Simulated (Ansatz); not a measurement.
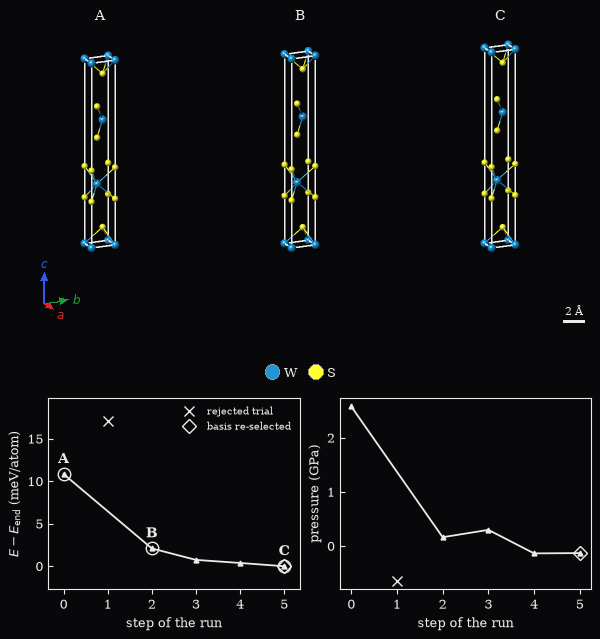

Frames of a relaxation of solid WS2 (set up in R3m) (coarse preliminary run), marked on the history of the run. Style: ball-and-stick. Shown: the conventional cell (3 times the calculation's cell), slightly off an axis. Lengths and directions refer to the drawn axes.

Level of theory: DFT r2SCAN, scalar-relativistic, plane waves, PAW (Ansatz 0.2.0).

The input:
```yaml
crystal:
  lattice:
    - [1.5790003843, 0.9116362969, 6.16333]
    - [-1.5790003843, 0.9116362969, 6.16333]
    - [0.0, -1.8232725938, 6.16333]
  atoms:
    - { symbol: W, position: [0.0, 0.0, 0.0] }
    - { symbol: S, position: [0.7503, 0.7503, 0.7503] }
    - { symbol: S, position: [0.581, 0.581, 0.581] }
basis:
  ecutwfc: 500
kpoints:
  mp_grid: { grid: [6, 6, 6] }
hamiltonian:
  xc: r2scan
scf:
  occupations: { method: gaussian, width: 0.1 }
output:
  forces: true
  stress: true
  eigenvalues: true
relax:
  adjacent_minimum: "off"
  f_tol: 0.05
  max_steps: 80
  cell: { stress_tol: 0.5 }
```

Run as
```bash
ansatz run input.yaml --threads 2 --pin off --max-ram 5120MiB --backend cpu --events-out ev --progress --plain --runs-dir out
```

Question: What happens along the run?

Answer: The largest move relative to the cell is that of S3, 0.10 Å along −c. Largest moves by element: S 0.10 Å, W 0.01 Å. The volume changes by +7.5 %, with a = b 3.158 → 3.182 Å (+0.8 %), c 18.490 → 19.571 Å (+5.8 %). Among the contacts that change: W1–W1 3.158 → 3.182 Å, W1–S2 2.391 → 2.410 Å, W1–S3 2.415 → 2.411 Å. The space group stays R3m (No. 160). After 3 accepted moves (5 points after the start) the energy has fallen by 10.8 meV per atom. The largest force component goes from 0.62 to 0.036 eV/Å. Pressure: 2.58 GPa at the start and −0.13 GPa at the end. The line search rejected the trial step at point 1 of the run. The SCF was repeated once at an unchanged geometry on a basis and grid sized afresh for the cell, which shifted the energy by 0.4 meV per atom at most. Cost: 41 s on 2 threads of Intel(R) Xeon(R) Platinum 8259CL CPU @ 2.50GHz (Skylake/Cascade Lake), with other jobs on the host, peak memory 0.56 GiB. From step 0 to 2: S3 moves most (0.05 Å), volume +4.2 %, energy −8.8 meV per atom. From step 2 to 5: S3 moves most (0.05 Å), volume +3.1 %, energy −2.1 meV per atom.

Limits of the set-up: layers or molecules are held without a dispersion correction, so their spacing is unreliable.
